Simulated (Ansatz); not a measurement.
A Fermi-surface calculation for Ga (space group Cmcm, No. 63).

Input

```yaml
crystal:
  lattice:
    - [1.45, -4.065, 0.0]
    - [1.45, 4.065, 0.0]
    - [0.0, 0.0, 3.17]
  atoms:
    - { symbol: Ga, position: [0.867, 0.133, 0.25] }
    - { symbol: Ga, position: [0.133, 0.867, 0.75] }
basis:
  ecutwfc: 420
kpoints:
  mp_grid: { grid: [14, 14, 12] }
hamiltonian:
  xc: pbe
  pseudopotentials: { kind: paw }
scf:
  occupations: { method: gaussian, width: 0.05 }
output:
  forces: true
  eigenvalues: true
  eigenstates:
    nscf_kmesh: { grid: [20, 20, 18] }
    top_band: c6
    de_dk: true
    localisation: false
  stress: true
checkpoint:
  write: ck
  compress: false
  write_wavefunctions: false
  write_every: 100000
```

Command:

```sh
ansatz run input.yaml --threads 1 --pin off --max-ram 3072MiB --backend cpu --events-out ev --progress --plain --runs-dir out
```

All numbers here come from DFT PBE, scalar-relativistic, plane waves, PAW; levels and slopes on a dense k mesh at the converged density in Ansatz. No spin polarisation. The levels come from a k mesh of 20×20×18 points. Unrelaxed database geometry.

Three bands cross the Fermi level; this is a three-dimensional metal. The density of states at the Fermi level is 0.79 states/eV per primitive cell. The intraband plasma frequencies along the cartesian axes x, y and z of the cell as given are 8.4, 10 and 11 eV.

Band 13: one hole pocket centred at Y (17 % of the zone) and one hole pocket centred at Z (5.2 % of the zone); mean Fermi speed 16 × 10⁵ m/s.
Band 14: two electron pockets centred at S (each 0.56 % of the zone) and an open sheet between a empty part that runs through the repeated zones in all directions and a filled one that does so in two; mean Fermi speed 13 × 10⁵ m/s.
Band 15: four electron pockets away from the named points and lines, no more than about three mesh steps wide (each 0.10 % of the zone).
A pocket cut by a face of the zone is counted once with the part on the opposite face.

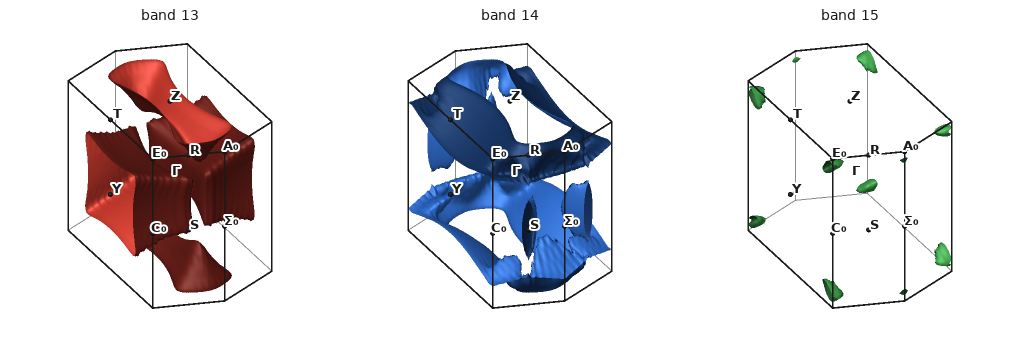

Each panel holds one band. The brighter face of a sheet looks towards empty states.

The mesh is coarse (steps of 0.12 Å⁻¹). Necks and pockets thinner than about two mesh steps aren't resolved, so separate pockets may in truth be joined.
